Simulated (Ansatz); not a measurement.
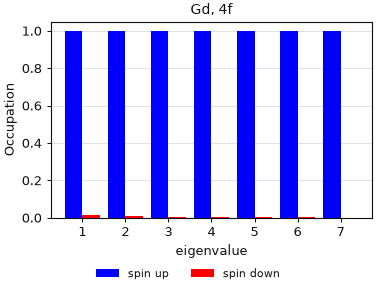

Describe the figure.

Eigenvalues of the local occupation matrix of the f shell (Löwdin-orthogonalised atomic projectors). System: a (110) slab cut from GdN (Fm-3m), ended by GdN planes, 12 atoms in the cell. Computed with Ansatz 0.2.0: DFT PBE+U, scalar-relativistic, plane waves, PAW, Ueff = 6 eV on Gd f, spin-polarised, 8×6×1 k mesh, 420 eV cutoff, Gaussian smearing of 0.1 eV.

Counting eigenvalues over 0.6 as filled, Gd has 7 filled f states (f⁷), 7 up and 0 down; the eigenvalues sum to 7.0.

The run may have settled in a state above the lowest, so this need not be the ground state. Spin-orbit coupling is left out, which matters for Gd. Open shells can settle in several states, and this one need not be the lowest.
